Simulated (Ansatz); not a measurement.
Ni

```xyz
3
Lattice="4.0383 0.0000 0.0000 -2.0192 3.4973 0.0000 0.0000 0.0000 2.4572" Properties=species:S:1:pos:R:3 pbc="T T T"
Ni    0.0000    0.0000    0.0000
Ni    0.0000    2.3315    1.2286
Ni    2.0192    1.1657    1.2286
```

Space group P6/mmm; set up as Ni, omega (AlB2-type); a generated structure, not necessarily the stable one; changed on purpose from its base cell (volume × 1.08); computed pressure about −13 GPa in this cell; spin-polarised.

All numbers below come from DFT, r2SCAN, plane waves (500 eV) with PAW, scalar-relativistic (Ansatz).

The density is the valence pseudo-density of a PAW calculation; it isn't the true density close to the nuclei.

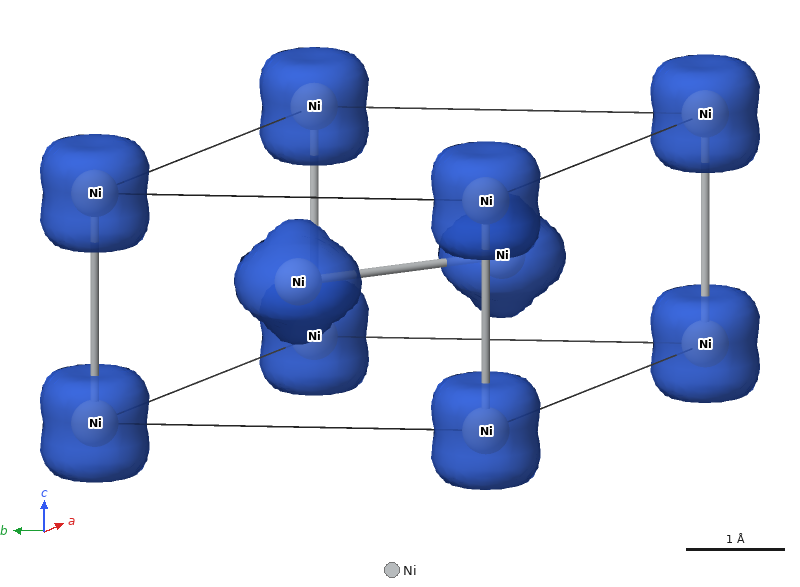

Figure 1. Isosurface of the spin density at +0.2 e/Å³ (blue), seen at an oblique angle. Sticks mark near contacts.

Which atoms carry the moments, and with what signs?

The spin density sits on Ni: +0.8 μB (×3) in one cell of 3 atoms: parallel main moments (a ferromagnetic arrangement) in this solution. The cell of the calculation (3 atoms) carries 2.2 μB of net spin moment.

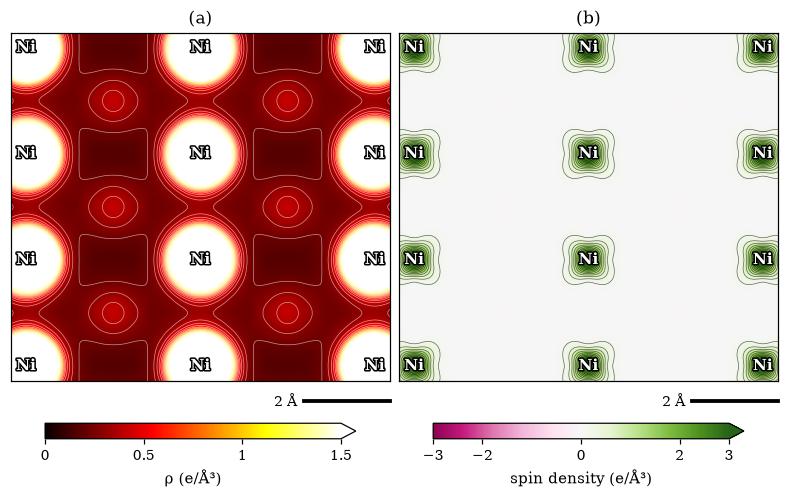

Figure 2. (a) valence charge density (pseudo); (b) magnetisation density (up minus down) on the (100) plane of the conventional cell.

Read the bonding off the picture.

The section cuts through Ni sites.
Ni–Ni (2.46 Å): ρ at the midpoint is about 0.32 e/Å³.
Between the atoms the lowest density in this plane is 0.17 e/Å³.

Metal or insulator at this level of theory?

It is metallic or semimetallic at this level of theory: no gap opens.
